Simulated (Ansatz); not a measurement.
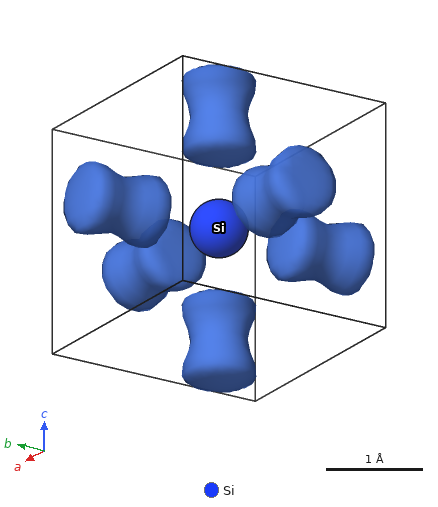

*Si. Isosurface of the ELF at 0.75 (blue), seen at an oblique angle. Core shells and regions of very low density are left out.*

Space group Pm-3m; a generated structure, not necessarily the stable one.

Computed with Ansatz, Kohn-Sham DFT of a periodic cell, HSEsol, Ansatz PAW.

Core electrons are frozen (PAW), and the valence fields are smoothed inside the atomic spheres.

```yaml
crystal:
  lattice:
    - [2.53211, 0.00000, 0.00000]
    - [0.00000, 2.53211, 0.00000]
    - [0.00000, 0.00000, 2.53211]
  atoms:
    - { symbol: Si, position: [0.50000, 0.50000, 0.50000] }
```

Q: Describe the localisation domains.

A: The ELF exceeds this value in three regions between bonded Si–Si atoms, counted in one cell of 1 atoms. Any copies at cell faces, edges or corners count once.

Values along the shortest contacts:
Si–Si (2.53 Å): the ELF peaks at about 0.80 between the atoms.

Q: Does the calculation give a band gap?

A: It is gapless in this calculation (a metal or semimetal).
